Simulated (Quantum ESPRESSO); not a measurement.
**NaF (Villiaumite): phonon frequency against volume, with a fit**

By how much does an optical zone-centre mode of NaF (Villiaumite) shift under hydrostatic pressure?

Method: DFT PBEsol, scalar-relativistic, plane waves, GBRV ultrasoft pseudopotentials, in Quantum ESPRESSO 7.5.

**1. The relaxed structure**

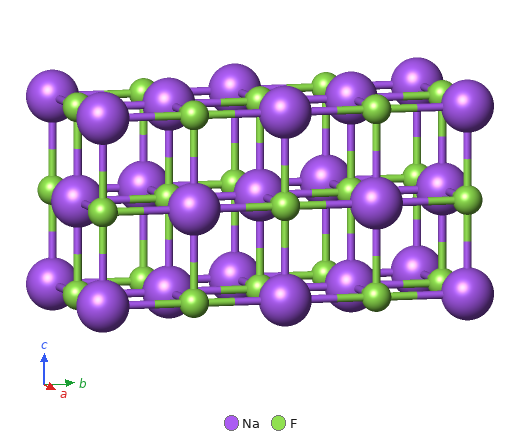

The starting structure, seen slightly off an axis (sodium purple, fluorine green). 1×2×1 cells are drawn. This picture shows the conventional cell, with its axes. Some periodic images of atoms are drawn too.

Structure file:

```
Na F
1.0
    -2.32303    0.00000    2.32303
     0.00000    2.32303    2.32303
    -2.32303    2.32303    0.00000
Na F
1 1
Direct
  0.00000 0.00000 0.00000
  0.50000 0.50000 0.50000
```

This is the cell after its relaxation at this level of theory, not the database cell from which that began.

**2. Runs at several volumes**

The relaxed cell is scaled uniformly; in this structure symmetry fixes all atoms, so nothing has to be relaxed anew. Each volume gets a ground state and a response at Γ. The mode followed is the highest one without the macroscopic field, of symmetry T1u; longitudinal polar modes lie higher. Cutoff 55 Ry, k mesh 8×8×8.

From the response at V/V₀ = 0.94:

Output:

```text
[banners, grids, parts of the stress and lines that vanish by symmetry left out]
Program PHONON v.7.5
     Reading xml data from directory:

[...]
Exchange-correlation= PBESOL
                           (   1   4  10   8   0   0   0)
[...]
kinetic-energy cut-off    =      55.0000  Ry
     charge density cut-off    =     440.0000  Ry
     convergence threshold     =      1.0E-18
[...]
Exchange-correlation= PBESOL
                           (   1   4  10   8   0   0   0)
[...]
q = (   0.0000000   0.0000000   0.0000000 )
     49 Sym.Ops. (with q -> -q+G )
     G cutoff =  824.4144  (  24933 G-vectors)     FFT grid: ( 45, 45, 45)
     G cutoff =  412.2072  (   8801 G-vectors)  smooth grid: ( 30, 30, 30)
     number of k points=    29
[...]
Mode symmetry, O_h (m-3m)  point group:
[...]
Dielectric constant
[...]
End of electric fields calculation
          Dielectric constant in cartesian axis
          (       1.906285775      -0.000000000       0.000000000 )
          (      -0.000000000       1.906285775      -0.000000000 )
          (       0.000000000      -0.000000000       1.906285775 )
          Effective charges (d Force / dE) in cartesian axis without acoustic sum rule applied (asr)
           atom    1  Na    Mean Z*:        1.00550
      Ex  (        1.00550        0.00000        0.00000 )
      Ey  (        0.00000        1.00550       -0.00000 )
      Ez  (        0.00000       -0.00000        1.00550 )
           atom    2  F     Mean Z*:       -1.00065
      Ex  (       -1.00065        0.00000       -0.00000 )
      Ey  (        0.00000       -1.00065        0.00000 )
      Ez  (       -0.00000        0.00000       -1.00065 )
          Effective charges Sum: Mean:        0.00485
[...]
Effective charges (d Force / dE) in cartesian axis with asr applied:
           atom    1  Na    Mean Z*:        1.00307
[...]
atom    2  F     Mean Z*:       -1.00307
[...]
Representation #   1 modes #   1   2   3
[...]
End of self-consistent calculation
     Convergence has been achieved
     Representation #   2 modes #   4   5   6
[...]
End of self-consistent calculation
     Convergence has been achieved
[...]
Dielectric constant in cartesian axis
          (       1.906285775      -0.000000000       0.000000000 )
          (      -0.000000000       1.906285775      -0.000000000 )
          (       0.000000000      -0.000000000       1.906285775 )
          Effective charges (d Force / dE) in cartesian axis without acoustic sum rule applied (asr)
           atom    1  Na    Mean Z*:        1.00550
      Ex  (        1.00550        0.00000        0.00000 )
      Ey  (        0.00000        1.00550       -0.00000 )
      Ez  (        0.00000       -0.00000        1.00550 )
           atom    2  F     Mean Z*:       -1.00065
      Ex  (       -1.00065        0.00000       -0.00000 )
      Ey  (        0.00000       -1.00065        0.00000 )
      Ez  (       -0.00000        0.00000       -1.00065 )
          Effective charges Sum: Mean:        0.00485
[...]
Effective charges (d Force / dE) in cartesian axis with asr applied:
           atom    1  Na    Mean Z*:        1.00307
[...]
atom    2  F     Mean Z*:       -1.00307
[...]
q = (    0.000000000   0.000000000   0.000000000 )
[...]
freq (    1) =      -0.304302 [THz] =     -10.150410 [cm-1]
     freq (    2) =      -0.304302 [THz] =     -10.150410 [cm-1]
     freq (    3) =      -0.304302 [THz] =     -10.150410 [cm-1]
     freq (    4) =       8.377063 [THz] =     279.428756 [cm-1]
     freq (    5) =       8.377063 [THz] =     279.428756 [cm-1]
     freq (    6) =       8.377063 [THz] =     279.428756 [cm-1]
[...]
Mode symmetry, O_h (m-3m)  point group:
     freq (   1-   3) =        -10.2  [cm-1]   --> T_1u G_15  G_4- I
     freq (   4-   6) =        279.4  [cm-1]   --> T_1u G_15  G_4- I

   JOB DONE.
```

One volume, V/V₀ = 1.03, is held back as a test.

```tsv
V/V₀	volume (Å³/atom)	pressure (GPa)	ω (cm⁻¹)
0.94	11.784	3.50	279.43
0.97	12.160	1.61	260.10
1	12.536	0.02	241.86
1.03	12.912	-1.32	held back
1.06	13.288	-2.45	207.77
```

**3. The fit**

The mode Grüneisen parameter is γ = −d ln ω / d ln V.

```tsv
ln(V/V₀)	ln ω
-0.0619	5.6328
-0.0305	5.5611
0.0000	5.4884
0.0583	5.3364
```

A straight line through these points has the slope -2.474, so γ = 2.47; at V/V₀ = 1.03 it predicts ω = exp(5.4836 − 0.0731) = 223.74 cm⁻¹.

A parabola of pressure against ln V through V/V₀ = 0.97, 1 and 1.03 gives the bulk modulus B = −dP/d ln V = 49 GPa at V₀. With ω₀ from the fitted line the pressure coefficient follows as dω/dP = γ ω₀ / B = 2.47 × 240.7 / 49 = 12.2 cm⁻¹/GPa.

**4. The run that was held back**

Output:

```text
[banners, grids, parts of the stress and lines that vanish by symmetry left out]
[banner, memory and clock lines left out]
Program PHONON v.7.5

[...]
Exchange-correlation= PBESOL
                           (   1   4  10   8   0   0   0)
[...]
kinetic-energy cut-off    =      55.0000  Ry
     charge density cut-off    =     440.0000  Ry
     convergence threshold     =      1.0E-18
[...]
Exchange-correlation= PBESOL
                           (   1   4  10   8   0   0   0)
[...]
q = (   0.0000000   0.0000000   0.0000000 )
     49 Sym.Ops. (with q -> -q+G )
     G cutoff =  876.2307  (  27317 G-vectors)     FFT grid: ( 45, 45, 45)
     G cutoff =  438.1153  (   9577 G-vectors)  smooth grid: ( 30, 30, 30)
     number of k points=    29
[...]
Mode symmetry, O_h (m-3m)  point group:
[...]
Dielectric constant
[...]
End of electric fields calculation
          Dielectric constant in cartesian axis
          (       1.883718943      -0.000000000      -0.000000000 )
          (      -0.000000000       1.883718943       0.000000000 )
          (      -0.000000000       0.000000000       1.883718943 )
          Effective charges (d Force / dE) in cartesian axis without acoustic sum rule applied (asr)
           atom    1  Na    Mean Z*:        1.01960
      Ex  (        1.01960        0.00000        0.00000 )
      Ey  (        0.00000        1.01960       -0.00000 )
      Ez  (        0.00000       -0.00000        1.01960 )
           atom    2  F     Mean Z*:       -1.01485
      Ex  (       -1.01485        0.00000        0.00000 )
[...]
Representation #   1 modes #   1   2   3
[...]
End of self-consistent calculation
     Convergence has been achieved
     Representation #   2 modes #   4   5   6
[...]
End of self-consistent calculation
     Convergence has been achieved
[...]
Dielectric constant in cartesian axis
          (       1.883718943      -0.000000000      -0.000000000 )
          (      -0.000000000       1.883718943       0.000000000 )
          (      -0.000000000       0.000000000       1.883718943 )
          Effective charges (d Force / dE) in cartesian axis without acoustic sum rule applied (asr)
           atom    1  Na    Mean Z*:        1.01960
      Ex  (        1.01960        0.00000        0.00000 )
      Ey  (        0.00000        1.01960       -0.00000 )
      Ez  (        0.00000       -0.00000        1.01960 )
           atom    2  F     Mean Z*:       -1.01485
      Ex  (       -1.01485        0.00000        0.00000 )
      Ey  (       -0.00000       -1.01485       -0.00000 )
      Ez  (        0.00000       -0.00000       -1.01485 )
          Effective charges Sum: Mean:        0.00475
[...]
Effective charges (d Force / dE) in cartesian axis with asr applied:
           atom    1  Na    Mean Z*:        1.01723
[...]
atom    2  F     Mean Z*:       -1.01723
[...]
q = (    0.000000000   0.000000000   0.000000000 )
[...]
freq (    1) =      -0.316866 [THz] =     -10.569516 [cm-1]
     freq (    2) =      -0.316866 [THz] =     -10.569516 [cm-1]
     freq (    3) =      -0.316866 [THz] =     -10.569516 [cm-1]
     freq (    4) =       6.728314 [THz] =     224.432386 [cm-1]
     freq (    5) =       6.728314 [THz] =     224.432386 [cm-1]
     freq (    6) =       6.728314 [THz] =     224.432386 [cm-1]
[...]
Mode symmetry, O_h (m-3m)  point group:
     freq (   1-   3) =        -10.6  [cm-1]   --> T_1u G_15  G_4- I
     freq (   4-   6) =        224.4  [cm-1]   --> T_1u G_15  G_4- I
```

It gives 224.43 cm⁻¹ against the predicted 223.74 cm⁻¹, a miss of 0.7 cm⁻¹.

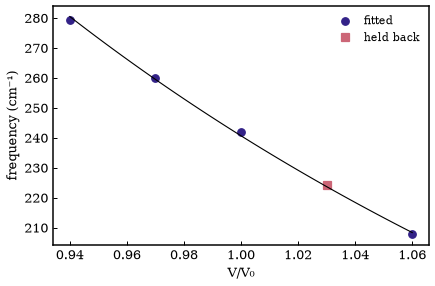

Frequency against volume, with the power-law fit.

**5. Outcome**

* mode Grüneisen parameter: 2.474
* bulk modulus: 48.8 GPa
* pressure coefficient: 12.2 cm⁻¹/GPa

The highest optical mode of NaF (Villiaumite) without the LO-TO term stiffens by 12.2 cm⁻¹ a GPa near the relaxed volume, with γ = 2.47. The power law meets all 5 runs within 0.48 %; between neighbouring volumes γ runs from 2.28 to 2.69. Such a coefficient turns a measured shift of this mode into a hydrostatic stress; uniaxial or biaxial stress splits the mode and needs deformation potentials. The acoustic modes of the response miss zero by 10 cm⁻¹, a numerical error that can touch the optical modes as well. These are harmonic values at zero temperature for the structure held cubic, which a run at Γ can't show to be stable; the bulk modulus rests on three points.

[Host names and launcher messages were left out of these logs when they were recorded.]

[Logs are printed without paths, hosts, clocks, repeated set-up lines and the standing remarks that a program may print on its own settings, such as how far it seeks lower states.]

[Hosts, paths, dates, database ids (printed as entryN), source tags and the programs' standing remarks are cut or masked in the printed files.]
